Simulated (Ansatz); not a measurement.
**CoO: single-point calculation (part 2 of 3)**

Continued. System: CoO (R3m, 4 atoms in the cell). Method: DFT PBE, scalar-relativistic, plane waves, PAW, spin-polarised (Ansatz 0.2.0); cutoff 420 eV, 12×12×12 k-mesh, Gaussian smearing of 0.01 eV, collinear spins. The structure derives from a Materials Project entry. It belongs to a series of runs on one base structure; here: small parallel starting moments.

Geometry of the input (Å; fractional positions):
```
1.6022  0.9250  5.1329
-1.6022  0.9250  5.1329
0.0000  -1.8501  5.1329
Co 0.9995  0.9995  0.9995
Co 0.4995  0.4995  0.4995
O  0.3755  0.3755  0.3755
O  0.8755  0.8755  0.8755
```

## What the program printed, continued
```
SCF iter   1: F=—  HF=-11391.612188 eV  |F-HF|=—  |Δ(HF+E_count)|=         —  Δρ=2.34e-1 (↑1.92e-1 ↓2.34e-1)  dr2=6.64e1  dr2_m=2.14e-1  M=0.565 μB ∫|m|=0.565 μB  β_m=0.30  ethr=3.10e-3  ⟨swp⟩=5.0  Hψ=39567  notcnv=0
preconditioner: auto → Kerker (q_TF=auto, 2.732 Å⁻¹)  [metal: Δε(μ)=0.004 eV  Ē_g=9.350 eV  σ=0.010 eV  W_gap=0.23  n_scr=16 (ndim 8)  ℏωp=30.1 eV  f_vac=0.000  D(μ)=5.37/eV (n_scr^D=72)]
spin=Collinear: Kerker preconditioning applied to the charge; magnetization (m = ρ↑ − ρ↓) channel mixes plain (no charge-response kernel on spin).
SCF iter   2: F=—  HF=-11384.914682 eV  |F-HF|=—  |Δ(HF+E_count)|=    6.70e0  Δρ=8.70e-2 (↑5.52e-2 ↓8.70e-2)  dr2=3.52e0  dr2_m=2.24e-1  M=1.300 μB ∫|m|=1.300 μB  β_m=1.00  ethr=3.10e-3  ⟨swp⟩=3.0  Hψ=28248  notcnv=0  defer=470
SCF iter   3: F=—  HF=-11384.182872 eV  |F-HF|=—  |Δ(HF+E_count)|=   7.32e-1  Δρ=3.29e-2 (↑2.66e-2 ↓3.29e-2)  dr2=6.57e-1  dr2_m=4.75e-2  M=1.515 μB ∫|m|=1.517 μB  β_m=1.00  ethr=3.10e-3  ⟨swp⟩=2.7  Hψ=21338  notcnv=0  defer=442
SCF iter   4: F=—  HF=-11384.294743 eV  |F-HF|=—  |Δ(HF+E_count)|=   1.12e-1  Δρ=5.79e-2 (↑5.13e-2 ↓5.79e-2)  dr2=5.06e0  dr2_m=3.62e-2  M=1.657 μB ∫|m|=1.660 μB  β_m=0.30  ethr=1.43e-3  ⟨swp⟩=2.9  Hψ=25584  notcnv=0  defer=437
Mixer restart at iter 4: flushing history
spin-set hold released at iteration 4 (site moments contracting): the magnetisation degrees of freedom join the quasi-Newton model from the next iteration; the mixer history was flushed
SCF iter   5: F=—  HF=-11385.924894 eV  |F-HF|=—  |Δ(HF+E_count)|=    1.63e0  Δρ=2.37e-1 (↑1.86e-1 ↓2.37e-1)  dr2=8.06e1  dr2_m=3.66e-1  M=1.312 μB ∫|m|=1.336 μB  β_m=0.11  ethr=1.43e-3  ⟨swp⟩=3.0  Hψ=22471  notcnv=0  defer=437  recentre
SCF iter   6: F=—  HF=-11384.177571 eV  |F-HF|=—  |Δ(HF+E_count)|=    1.75e0  Δρ=3.07e-2 (↑3.07e-2 ↓3.02e-2)  dr2=1.17e0  dr2_m=1.05e-1  M=1.839 μB ∫|m|=1.843 μB  β_m=0.12  ethr=1.43e-3  ⟨swp⟩=2.2  Hψ=24243  notcnv=0  defer=469
SCF iter   7: F=—  HF=-11384.181718 eV  |F-HF|=—  |Δ(HF+E_count)|=   4.15e-3  Δρ=2.77e-2 (↑2.77e-2 ↓2.34e-2)  dr2=7.18e-2  dr2_m=2.50e-1  M=2.109 μB ∫|m|=2.114 μB  β_m=0.46  ethr=1.43e-3  ⟨swp⟩=2.0  Hψ=13675  notcnv=0  defer=436
SCF iter   8: F=—  HF=-11384.231231 eV  |F-HF|=—  |Δ(HF+E_count)|=   4.95e-2  Δρ=5.37e-2 (↑3.20e-2 ↓5.37e-2)  dr2=2.89e-1  dr2_m=7.27e-1  M=2.519 μB ∫|m|=2.524 μB  β_m=0.24  ethr=1.56e-4  ⟨swp⟩=2.3  Hψ=20866  notcnv=0  defer=452
SCF iter   9: F=—  HF=-11384.281826 eV  |F-HF|=—  |Δ(HF+E_count)|=   5.06e-2  Δρ=4.50e-2 (↑3.96e-2 ↓4.50e-2)  dr2=4.99e-1  dr2_m=6.18e-1  M=2.669 μB ∫|m|=2.675 μB  β_m=0.86  ethr=1.56e-4  ⟨swp⟩=2.3  Hψ=20344  notcnv=0  defer=459
SCF iter  10: F=—  HF=-11384.326210 eV  |F-HF|=—  |Δ(HF+E_count)|=   4.44e-2  Δρ=5.05e-2 (↑4.93e-2 ↓5.05e-2)  dr2=2.93e-2  dr2_m=1.02e0  M=2.966 μB ∫|m|=2.973 μB  β_m=0.93  ethr=1.56e-4  ⟨swp⟩=2.1  Hψ=17644  notcnv=0  defer=459
SCF iter  11: F=—  HF=-11384.342861 eV  |F-HF|=—  |Δ(HF+E_count)|=   1.67e-2  Δρ=4.78e-2 (↑4.78e-2 ↓4.16e-2)  dr2=2.10e-1  dr2_m=7.63e-1  M=2.819 μB ∫|m|=2.826 μB  β_m=0.97  ethr=6.37e-5  ⟨swp⟩=3.0  Hψ=20271  notcnv=0  defer=461
SCF iter  12: F=—  HF=-11384.271334 eV  |F-HF|=—  |Δ(HF+E_count)|=   7.15e-2  Δρ=4.18e-2 (↑4.18e-2 ↓3.88e-2)  dr2=1.94e-1  dr2_m=6.15e-1  M=2.496 μB ∫|m|=2.503 μB  β_m=0.19  ethr=6.37e-5  ⟨swp⟩=2.1  Hψ=15881  notcnv=0  defer=486
SCF iter  13: F=—  HF=-11384.224461 eV  |F-HF|=—  |Δ(HF+E_count)|=   4.69e-2  Δρ=3.66e-2 (↑3.27e-2 ↓3.66e-2)  dr2=8.20e-2  dr2_m=4.44e-1  M=2.287 μB ∫|m|=2.293 μB  β_m=0.58  ethr=6.37e-5  ⟨swp⟩=2.2  Hψ=18122  notcnv=0  defer=486
SCF iter  14: F=—  HF=-11384.167429 eV  |F-HF|=—  |Δ(HF+E_count)|=   5.70e-2  Δρ=3.88e-2 (↑1.85e-2 ↓3.88e-2)  dr2=1.90e-1  dr2_m=3.15e-1  M=1.633 μB ∫|m|=1.640 μB  β_m=0.58  ethr=6.37e-5  ⟨swp⟩=2.9  Hψ=21895  notcnv=0  defer=486
SCF iter  15: F=—  HF=-11384.196653 eV  |F-HF|=—  |Δ(HF+E_count)|=   2.92e-2  Δρ=3.91e-2 (↑2.54e-2 ↓3.91e-2)  dr2=1.01e-1  dr2_m=4.19e-1  M=1.412 μB ∫|m|=1.569 μB  β_m=0.62  ethr=6.37e-5  ⟨swp⟩=2.6  Hψ=21528  notcnv=0  defer=427
SCF iter  16: F=—  HF=-11384.287938 eV  |F-HF|=—  |Δ(HF+E_count)|=   9.13e-2  Δρ=3.54e-2 (↑3.54e-2 ↓2.95e-2)  dr2=4.86e-2  dr2_m=4.21e-1  M=1.802 μB ∫|m|=1.985 μB  β_m=0.95  ethr=6.37e-5  ⟨swp⟩=2.6  Hψ=19514  notcnv=0  defer=427
SCF iter  17: F=—  HF=-11384.849672 eV  |F-HF|=—  |Δ(HF+E_count)|=   5.62e-1  Δρ=1.51e-1 (↑6.39e-2 ↓1.51e-1)  dr2=1.82e1  dr2_m=1.36e0  M=2.692 μB ∫|m|=2.850 μB  β_m=0.06  ethr=6.37e-5  ⟨swp⟩=3.4  Hψ=25236  notcnv=0  defer=430  recentre
SCF iter  18: F=—  HF=-11384.361780 eV  |F-HF|=—  |Δ(HF+E_count)|=   4.88e-1  Δρ=3.71e-2 (↑3.71e-2 ↓2.71e-2)  dr2=5.57e-1  dr2_m=2.52e-1  M=1.948 μB ∫|m|=2.223 μB  β_m=0.23  ethr=6.37e-5  ⟨swp⟩=3.3  Hψ=25207  notcnv=0  defer=537
SCF iter  19: F=—  HF=-11384.456233 eV  |F-HF|=—  |Δ(HF+E_count)|=   9.45e-2  Δρ=2.47e-2 (↑1.47e-2 ↓2.47e-2)  dr2=1.21e-1  dr2_m=1.34e-1  M=2.511 μB ∫|m|=2.759 μB  β_m=0.62  ethr=6.37e-5  ⟨swp⟩=2.9  Hψ=23435  notcnv=0  defer=535
SCF iter  20: F=—  HF=-11384.523956 eV  |F-HF|=—  |Δ(HF+E_count)|=   6.77e-2  Δρ=1.06e-2 (↑1.06e-2 ↓9.70e-3)  dr2=1.07e-1  dr2_m=1.19e-2  M=2.747 μB ∫|m|=3.063 μB  β_m=0.68  ethr=6.37e-5  ⟨swp⟩=2.8  Hψ=22597  notcnv=0  defer=537
SCF iter  21: F=—  HF=-11384.527041 eV  |F-HF|=—  |Δ(HF+E_count)|=   3.08e-3  Δρ=1.22e-2 (↑1.22e-2 ↓3.29e-3)  dr2=6.87e-2  dr2_m=2.00e-2  M=2.799 μB ∫|m|=3.117 μB  β_m=0.78  ethr=6.37e-5  ⟨swp⟩=2.6  Hψ=19112  notcnv=0  defer=515
SCF iter  22: F=—  HF=-11384.521133 eV  |F-HF|=—  |Δ(HF+E_count)|=   5.91e-3  Δρ=8.38e-3 (↑8.36e-3 ↓8.38e-3)  dr2=2.36e-3  dr2_m=2.87e-2  M=2.605 μB ∫|m|=2.912 μB  β_m=0.80  ethr=6.37e-5  ⟨swp⟩=2.3  Hψ=16363  notcnv=0  defer=494
SCF iter  23: F=—  HF=-11384.530858 eV  |F-HF|=—  |Δ(HF+E_count)|=   9.72e-3  Δρ=2.58e-3 (↑2.58e-3 ↓1.82e-3)  dr2=6.82e-4  dr2_m=1.91e-3  M=2.714 μB ∫|m|=3.045 μB  β_m=0.90  ethr=5.13e-6  ⟨swp⟩=2.6  Hψ=21835  notcnv=0  defer=489
SCF iter  24: F=—  HF=-11384.532317 eV  |F-HF|=—  |Δ(HF+E_count)|=   1.46e-3  Δρ=3.81e-3 (↑3.81e-3 ↓1.83e-3)  dr2=4.86e-3  dr2_m=2.43e-3  M=2.759 μB ∫|m|=3.088 μB  β_m=0.95  ethr=1.48e-6  ⟨swp⟩=2.0  Hψ=20625  notcnv=0  defer=491  recentre
SCF iter  25: F=—  HF=-11384.527765 eV  |F-HF|=—  |Δ(HF+E_count)|=   4.55e-3  Δρ=6.90e-3 (↑6.62e-3 ↓6.90e-3)  dr2=1.56e-3  dr2_m=1.86e-2  M=2.718 μB ∫|m|=3.023 μB  β_m=0.85  ethr=1.48e-6  ⟨swp⟩=2.3  Hψ=21469  notcnv=0  defer=491
SCF iter  26: F=—  HF=-11384.535165 eV  |F-HF|=—  |Δ(HF+E_count)|=   7.40e-3  Δρ=5.05e-3 (↑5.05e-3 ↓3.54e-3)  dr2=1.03e-3  dr2_m=7.47e-3  M=2.861 μB ∫|m|=3.162 μB  β_m=0.99  ethr=1.48e-6  ⟨swp⟩=2.2  Hψ=21851  notcnv=0  defer=504
SCF iter  27: F=—  HF=-11384.532226 eV  |F-HF|=—  |Δ(HF+E_count)|=   2.94e-3  Δρ=4.20e-3 (↑2.41e-3 ↓4.20e-3)  dr2=2.03e-3  dr2_m=4.21e-3  M=2.762 μB ∫|m|=3.095 μB  β_m=0.99  ethr=1.48e-6  ⟨swp⟩=2.4  Hψ=21603  notcnv=0  defer=514
SCF iter  28: F=—  HF=-11384.533863 eV  |F-HF|=—  |Δ(HF+E_count)|=   1.64e-3  Δρ=6.20e-3 (↑2.92e-3 ↓6.20e-3)  dr2=4.91e-3  dr2_m=8.24e-3  M=2.826 μB ∫|m|=3.137 μB  β_m=0.65  ethr=1.48e-6  ⟨swp⟩=2.3  Hψ=17445  notcnv=0  defer=517
SCF iter  29: F=—  HF=-11384.531244 eV  |F-HF|=—  |Δ(HF+E_count)|=   2.62e-3  Δρ=2.04e-3 (↑2.04e-3 ↓1.70e-3)  dr2=1.66e-4  dr2_m=1.42e-3  M=2.711 μB ∫|m|=3.054 μB  β_m=1.00  ethr=1.48e-6  ⟨swp⟩=2.0  Hψ=20973  notcnv=0  defer=517
SCF iter  30: F=—  HF=-11384.530804 eV  |F-HF|=—  |Δ(HF+E_count)|=   4.40e-4  Δρ=1.97e-3 (↑1.45e-3 ↓1.97e-3)  dr2=4.20e-4  dr2_m=1.12e-3  M=2.682 μB ∫|m|=3.040 μB  β_m=1.00  ethr=3.60e-7  ⟨swp⟩=2.0  Hψ=21318  notcnv=0  defer=517
SCF iter  31: F=—  HF=-11384.530969 eV  |F-HF|=—  |Δ(HF+E_count)|=   1.65e-4  Δρ=2.62e-3 (↑1.49e-3 ↓2.62e-3)  dr2=6.05e-4  dr2_m=1.69e-3  M=2.695 μB ∫|m|=3.049 μB  β_m=0.49  ethr=3.60e-7  ⟨swp⟩=1.5  Hψ=11856  notcnv=0  defer=517
SCF iter  32: F=—  HF=-11384.530517 eV  |F-HF|=—  |Δ(HF+E_count)|=   4.52e-4  Δρ=7.56e-4 (↑7.56e-4 ↓4.93e-4)  dr2=3.16e-4  dr2_m=1.01e-4  M=2.639 μB ∫|m|=3.008 μB  β_m=1.00  ethr=3.60e-7  ⟨swp⟩=2.1  Hψ=19804  notcnv=0  defer=517
SCF iter  33: F=—  HF=-11384.530510 eV  |F-HF|=—  |Δ(HF+E_count)|=   6.82e-6  Δρ=8.84e-4 (↑5.22e-4 ↓8.84e-4)  dr2=6.45e-4  dr2_m=4.97e-5  M=2.624 μB ∫|m|=2.996 μB  β_m=0.91  ethr=3.60e-7  ⟨swp⟩=2.1  Hψ=19032  notcnv=0  defer=517
SCF iter  34: F=—  HF=-11384.530492 eV  |F-HF|=—  |Δ(HF+E_count)|=   1.88e-5  Δρ=2.18e-4 (↑2.18e-4 ↓2.01e-4)  dr2=1.18e-5  dr2_m=1.27e-5  M=2.622 μB ∫|m|=2.996 μB  β_m=0.91  ethr=3.60e-7  ⟨swp⟩=1.1  Hψ=10679  notcnv=0  defer=517
SCF iter  35: F=—  HF=-11384.530413 eV  |F-HF|=—  |Δ(HF+E_count)|=   7.87e-5  Δρ=1.78e-4 (↑7.09e-5 ↓1.78e-4)  dr2=2.47e-5  dr2_m=2.08e-6  M=2.622 μB ∫|m|=2.997 μB  β_m=0.84  ethr=2.57e-8  ⟨swp⟩=2.0  Hψ=18656  notcnv=0  defer=517
SCF iter  36: F=—  HF=-11384.530412 eV  |F-HF|=—  |Δ(HF+E_count)|=   5.03e-7  Δρ=1.16e-4 (↑6.44e-5 ↓1.16e-4)  dr2=5.25e-6  dr2_m=2.61e-6  M=2.621 μB ∫|m|=2.996 μB  β_m=0.73  ethr=2.57e-8  ⟨swp⟩=1.0  Hψ=10456  notcnv=0  defer=517
SCF iter  37: F=—  HF=-11384.530412 eV  |F-HF|=—  |Δ(HF+E_count)|=   5.34e-8  Δρ=1.26e-4 (↑7.58e-5 ↓1.26e-4)  dr2=1.36e-6  dr2_m=4.11e-6  M=2.626 μB ∫|m|=2.999 μB  β_m=0.86  ethr=1.14e-8  ⟨swp⟩=1.7  Hψ=11479  notcnv=0  defer=517
SCF iter  38: F=—  HF=-11384.530412 eV  |F-HF|=—  |Δ(HF+E_count)|=   4.31e-7  Δρ=7.75e-5 (↑3.12e-5 ↓7.75e-5)  dr2=1.47e-6  dr2_m=1.07e-6  M=2.624 μB ∫|m|=2.998 μB  β_m=0.93  ethr=2.95e-9  ⟨swp⟩=1.1  Hψ=10474  notcnv=0  defer=517
SCF iter  39: F=—  HF=-11384.530412 eV  |F-HF|=—  |Δ(HF+E_count)|=   1.74e-7  Δρ=2.32e-5 (↑1.56e-5 ↓2.32e-5)  dr2=3.49e-8  dr2_m=1.46e-7  M=2.624 μB ∫|m|=2.997 μB  β_m=0.97  ethr=2.17e-10  ⟨swp⟩=11.0  Hψ=71389  notcnv=0
SCF iter  40: F=—  HF=-11384.530412 eV  |F-HF|=—  |Δ(HF+E_count)|=   4.47e-8  Δρ=3.06e-5 (↑2.73e-5 ↓3.06e-5)  dr2=2.38e-7  dr2_m=2.85e-7  M=2.624 μB ∫|m|=2.998 μB  β_m=0.98  ethr=7.59e-11  ⟨swp⟩=7.2  Hψ=59915  notcnv=0  recentre
SCF iter  41: F=-11384.530412 eV  HF=-11384.530412 eV  |F-HF|=9.22e-9  |Δ(HF+E_count)|=   7.15e-8  Δρ=5.73e-6 (↑5.73e-6 ↓4.44e-6)  dr2=1.07e-8  dr2_m=7.82e-9  M=2.623 μB ∫|m|=2.997 μB  ethr=7.59e-11  ⟨swp⟩=5.6  Hψ=64112  notcnv=0
The SCF converged. Along the directions that its mixing steps explored, a Ritz value of the dielectric operator 1 − χ₀K read negative at each of the last 4 readings (its real part and the size of its imaginary part sum to between -0.82 and -0.56).
SCF 1 converged in 41 iterations: F = -11384.530412 eV  dr2 = 1.07e-8
  greatest PAW one-centre occupation: 1.003 electrons in one spin orbital (limit 2), on the Co atom at site 0 (counted from 0), in its partial waves of l = 1
```

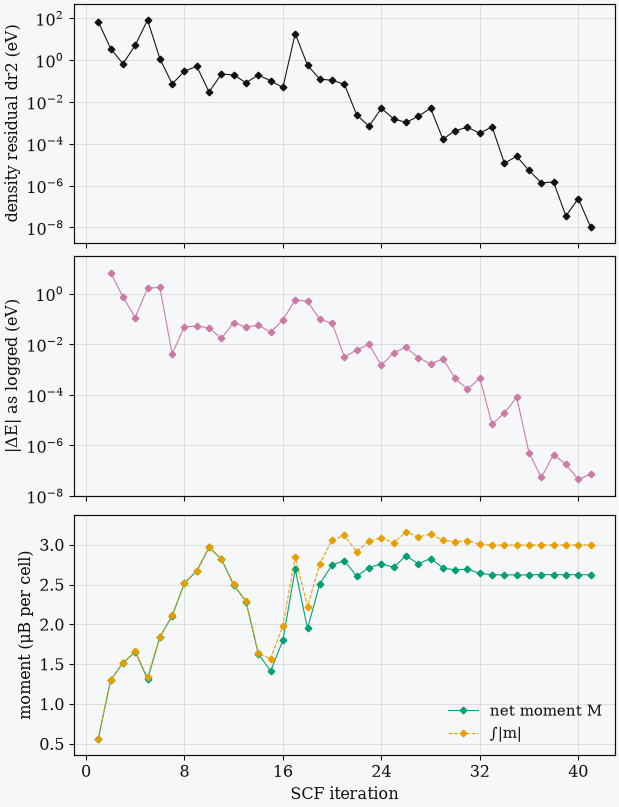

Convergence of the self-consistent field: density residual dr2, size of the energy change and magnetic moment against the SCF iteration. The residual falls unevenly and jumps up by a factor of two or more 12 times on the way down. The net moment goes from 0.6 to 2.6 μB per cell.

```
No search for a lower state was made along the close's negative reading: the deck asks for none (scf.lower_state_search: off) (following: asked_to_warn; scf.lower_state_search in the input reference).
SCF converged after 41 iterations
Magnetization: 2.6232 μB (24.3116 up, 21.6884 down)
Absolute magnetization: 3.1178 μB (∫|ρ↑−ρ↓|, with the PAW one-centre terms)
Spin contamination: 0.4686 ħ² per cell (⟨S²⟩ above its minimum at these occupations)
Per-site moments (μB) at R_I (Å): [(2.04807355773457, 0.7874100006093925), (0.10982740391053146, 0.7876185372767301), (0.16385195611374392, 0.7876185372767301), (0.0939480105966171, 0.7874100006093925)]
Free energy (F): -11384.530412 eV
Harris-Foulkes:  -11384.530412 eV  (|F-HF|=9.22e-9)
Internal energy: -11384.530203 eV  (E = F + TS)
E sigma→0 (E₀):  -11384.530307 eV
Entropy (-TS):   -0.000209 eV (-0.052 meV/atom)
Fermi energy:    11.222580 eV
--- Per-component energies (eV) ---
  E_band       = -734.180325
  E_kinetic    = 1238.676547
  E_local      = -7746.812120  (includes V_loc(G=0)·N_el)
  E_nonlocal   = 1022.841604
  E_hartree    = 3197.013639
  E_xc         = -457.501185
  E_vxc        = -587.893113  (∫ρ·V_xc dr)
  E_paw        = -3351.344041  (= ΣΔE_a)
  E_vpaw       = -1055.027329  (= ΣTr[D̂ρ^β])
  E_aug_tail   = 0.005182  (compensation charges beyond the density's cutoff)
  E_ewald      = -5287.409829
  E_smearing   = -0.000209  (= −TS)
  E_closure    = 0.000000  (closes the sum)
  Σ components = -11384.530412   (vs F -11384.530412, Δ=0.00e0)
```
